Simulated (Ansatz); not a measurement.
Structure (in its standard cell), coordinates from a relaxation with DFT PBEsol, scalar-relativistic, plane waves, PAW in Ansatz; the starting structure was generated, so it need not be a known form of this composition:

```cif
data_structure
_symmetry_space_group_name_H-M 'Fmmm'
_symmetry_Int_Tables_number 69
_cell_length_a 3.0454
_cell_length_b 4.3858
_cell_length_c 9.8745
_cell_angle_alpha 90.000
_cell_angle_beta 90.000
_cell_angle_gamma 90.000
_cell_volume 131.89
loop_
_atom_site_label
_atom_site_type_symbol
_atom_site_symmetry_multiplicity
_atom_site_Wyckoff_symbol
_atom_site_fract_x
_atom_site_fract_y
_atom_site_fract_z
_atom_site_occupancy
W1 W 8 i 0.50000 0.00000 0.36670 1
```

Predict the [011] zone-axis pattern (200 kV, kinematic, B = 0.5 Å²).

Answer. The spots form a centred rectangular net with both shortest vectors at d = 2.42 Å, 74.5° apart. They are 1 -1 1 and 1 1 -1. The pattern has symmetry 2mm. The lattice centring (F) removes all reflections that break h + k = 2n, h + l = 2n.

Strongest reflections with d > 0.80 Å, one of each family (|F|² from tabulated Gaussian fits of the electron scattering factors, times a small damping for the curvature of the Ewald sphere):

```csv
hkl,d (Å),I (strongest = 100)
1 1 -1,2.425,100
2 0 0,1.523,94
1 3 -3,1.224,37
0 4 -4,1.002,32
2 4 -4,0.837,19
3 1 -1,0.984,14
```

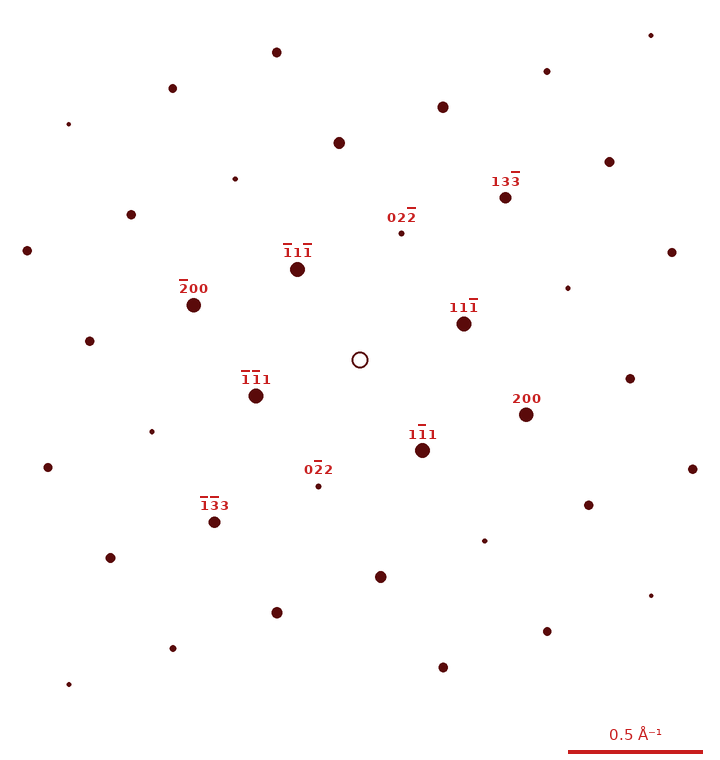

Calculated pattern, seen from the source side with [011] pointing towards the source.
